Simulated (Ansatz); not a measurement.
# A series of single points on Al₃Cu

System: Al₃Cu (4 atoms in the cell).
Method: DFT LDA, scalar-relativistic, plane waves, PAW, PAW set soft_1, no spin polarisation (Ansatz 0.2.0).

The 5 runs differ only in the geometry, by a strain of the cell at fixed fractional positions. Against run 3, the strain is εxx = −0.5 η, εyy = −0.47 η and εzz = η. The structure derives from a Materials Project entry.

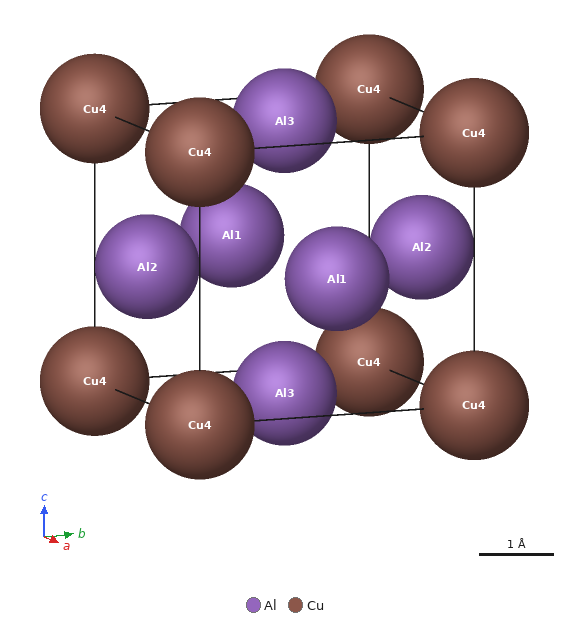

Figure 1. The structure of run 3 (spheres-only view of the cell of the calculation, seen slightly off an axis; atoms are numbered from 1 in the order of the input).

**Input of run 3**
```yaml
crystal:
  lattice:
    - [3.7583150909, 0.0, 0.0]
    - [0.0, 4.0412632705, 0.0]
    - [0.0, 0.0, 3.7650611306]
  atoms:
    - { symbol: Al, position: [0.0, 0.5, 0.5] }
    - { symbol: Al, position: [0.5, 0.0, 0.5] }
    - { symbol: Al, position: [0.5, 0.5, 0.0] }
    - { symbol: Cu, position: [0.0, 0.0, 0.0] }
basis:
  ecutwfc: 520.0
kpoints:
  mp_grid: { grid: [10, 10, 10] }
hamiltonian:
  xc: lda
  pseudopotentials: { kind: paw, azcp: { folder: soft_1 } }
scf:
  occupations: { method: gaussian, width: 0.15 }
output:
  forces: true
  stress: true
  eigenvalues: true
```

Command:
```bash
ansatz run input.yaml --threads 2 --pin off --max-ram 4096MiB --backend cpu --events-out ev --progress --plain --runs-dir out
```

Run 4 differs from it as follows:
```diff
-    - [3.7583150909, 0.0, 0.0]
-    - [0.0, 4.0412632705, 0.0]
-    - [0.0, 0.0, 3.7650611306]
+    - [3.6684963909, 0.0, 0.0]
+    - [0.0, 3.9514445705, 0.0]
+    - [0.0, 0.0, 3.9446985308]
```

**Results, with one run withheld**

| run | strain parameter η (%) | free energy per atom, from the lowest run given (meV) | pressure (GPa) |
| --- | --- | --- | --- |
| 1 | −4.7814 | 27.91 | 1.25 |
| 2 | −2.3958 | 11.34 | 0.83 |
| 3 | 0.0000 | 0.00 | 0.51 |
| 4 | 4.7712 | ? | ? |
| 5 | 9.5526 | 27.76 | 1.21 |

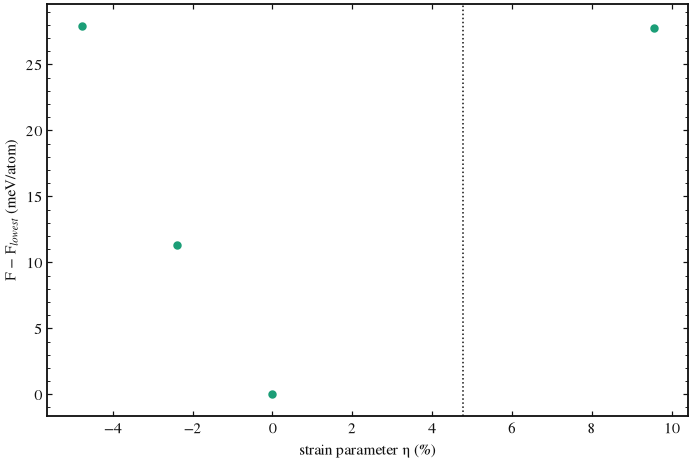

Figure 2. Free energy per atom of the runs given; the dotted line marks run 4.

Estimate the energy of run 4 from the others.

A quadratic polynomial in the coordinate, fitted to the 4 runs given, misses them by at most 0.54 meV per atom. With x = η − 0.5939, it reads F = −1.1838 − 2.1983 x + 0.60573 x² (meV per atom). At run 4 it gives 0.20 meV per atom, and the run itself gives −0.58. The fit has its minimum at η = 2.4085 %. So low a polynomial doesn't follow these energies more closely.

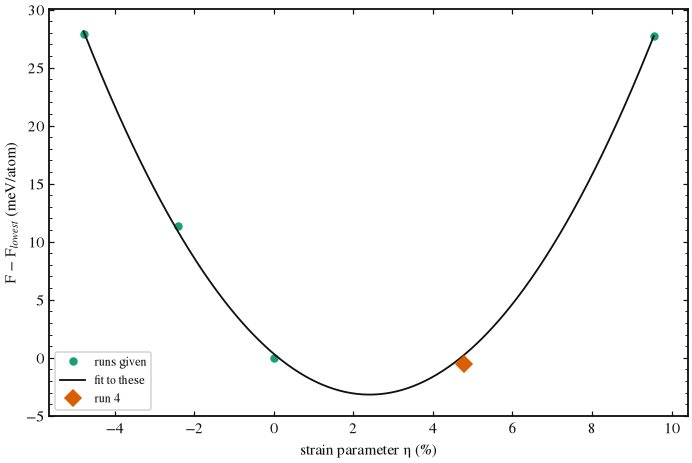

Figure 3. The fit and the withheld run.

**Output, shortened to warnings, some set-up lines, iterations and results (run 4)**
```
Warning: [file] the record states the generating functional pbe (its physics header spells it `PBE`), which answers neither for hamiltonian.xc's functional nor for the lda family's — results may be inconsistent (PPs are generated against a specific XC)
Warning: [file] the record states the generating functional pbe (its physics header spells it `PBE`), which answers neither for hamiltonian.xc's functional nor for the lda family's — results may be inconsistent (PPs are generated against a specific XC)
Basis set: ecut = 520 eV, 1517 PW (Γ)
Symmetry: 8 space group operations
k-points: 216 of 1000
Initial density: superposition of atomic densities (chi_scale 0.1, normalization cell, long waves kept (reshape's long-wave potential 0.00 eV rms))
[...]
SCF iter   1: F=—  HF=-8099.698068 eV  |F-HF|=—  |Δ(HF+E_count)|=         —  Δρ=4.20e-1  dr2=7.76e1  ethr=3.10e-3  ⟨swp⟩=5.8  Hψ=20031  notcnv=0
SCF iter   2: F=—  HF=-8095.873255 eV  |F-HF|=—  |Δ(HF+E_count)|=    3.82e0  Δρ=1.69e-1  dr2=1.45e1  ethr=3.10e-3  ⟨swp⟩=2.1  Hψ=9530  notcnv=0
SCF iter   3: F=—  HF=-8094.801019 eV  |F-HF|=—  |Δ(HF+E_count)|=    1.07e0  Δρ=7.32e-2  dr2=3.17e0  ethr=3.10e-3  ⟨swp⟩=2.2  Hψ=6742  notcnv=0  defer=15
SCF iter   4: F=—  HF=-8094.496531 eV  |F-HF|=—  |Δ(HF+E_count)|=   3.04e-1  Δρ=2.98e-2  dr2=5.77e-1  ethr=3.10e-3  ⟨swp⟩=2.1  Hψ=6102  notcnv=0  defer=15
SCF iter   5: F=—  HF=-8094.406652 eV  |F-HF|=—  |Δ(HF+E_count)|=   8.99e-2  Δρ=8.47e-3  dr2=3.29e-2  ethr=2.06e-3  ⟨swp⟩=2.2  Hψ=6207  notcnv=0  defer=18
SCF iter   6: F=—  HF=-8094.406556 eV  |F-HF|=—  |Δ(HF+E_count)|=   9.59e-5  Δρ=3.28e-3  dr2=5.65e-3  ethr=1.18e-4  ⟨swp⟩=1.0  Hψ=4538  notcnv=0  defer=18
SCF iter   7: F=—  HF=-8094.405579 eV  |F-HF|=—  |Δ(HF+E_count)|=   9.77e-4  Δρ=8.59e-4  dr2=2.78e-4  ethr=2.02e-5  ⟨swp⟩=2.2  Hψ=5590  notcnv=0  defer=18
SCF iter   8: F=—  HF=-8094.405560 eV  |F-HF|=—  |Δ(HF+E_count)|=   1.88e-5  Δρ=3.32e-4  dr2=5.11e-5  ethr=9.94e-7  ⟨swp⟩=1.0  Hψ=3857  notcnv=0  defer=18
SCF iter   9: F=—  HF=-8094.405550 eV  |F-HF|=—  |Δ(HF+E_count)|=   1.03e-5  Δρ=1.04e-4  dr2=5.19e-6  ethr=1.82e-7  ⟨swp⟩=1.0  Hψ=3862  notcnv=0  defer=18
SCF iter  10: F=—  HF=-8094.405549 eV  |F-HF|=—  |Δ(HF+E_count)|=   7.18e-7  Δρ=1.59e-5  dr2=1.13e-7  ethr=1.85e-8  ⟨swp⟩=2.0  Hψ=4901  notcnv=0  defer=18
SCF iter  11: F=-8094.405549 eV  HF=-8094.405549 eV  |F-HF|=1.12e-10  |Δ(HF+E_count)|=   1.39e-8  Δρ=4.49e-7  dr2=1.50e-10  ethr=3.57e-10  ⟨swp⟩=4.8  Hψ=13230  notcnv=0
SCF 1 converged in 11 iterations: F = -8094.405549 eV  dr2 = 1.50e-10
SCF converged after 11 iterations
Free energy (F): -8094.405549 eV
Harris-Foulkes:  -8094.405549 eV  (|F-HF|=1.12e-10)
Internal energy: -8094.386847 eV  (E = F + TS)
E sigma→0 (E₀):  -8094.396198 eV
Entropy (-TS):   -0.018702 eV (-4.676 meV/atom)
Fermi energy:    10.337179 eV
--- Per-component energies (eV) ---
  E_band       = -444.260369
  E_kinetic    = 334.842619
  E_local      = -6438.314595  (includes V_loc(G=0)·N_el)
  E_nonlocal   = 923.874809
  E_hartree    = 2834.378587
  E_xc         = -183.170873
  E_vxc        = -180.433471  (∫ρ·V_xc dr)
  E_paw        = -3080.705434  (= ΣΔE_a)
  E_vpaw       = -752.987662  (= ΣTr[D̂ρ^β])
  E_aug_tail   = 0.000347  (compensation charges beyond the density's cutoff)
  E_ewald      = -2485.909116
  E_core_change = 0.616811  (= ΣΔE_core)
  E_smearing   = -0.018702  (= −TS)
  E_closure    = 0.000000  (closes the sum)
  Σ components = -8094.405549   (vs F -8094.405549, Δ=0.00e0)
--- Forces (eV/Å), atoms counted from 1 ---
  atom   1  Al    -0.00000000    -0.00000000     0.00000000
  atom   2  Al     0.00000000     0.00000000     0.00000000
  atom   3  Al    -0.00000000     0.00000000     0.00000000
  atom   4  Cu     0.00000000     0.00000000     0.00000000
  max |Σ_I F_I| component: 7.89e-31 eV/Å
--- Stress (GPa, compression-positive) ---
        5.298724       0.000000       0.000000
        0.000000      -2.109958       0.000000
        0.000000       0.000000      -1.930588
  P = ⅓ Tr σ = 0.4194 GPa (4.194 kbar)
```

The program warns: the PAW datasets were made with another functional.
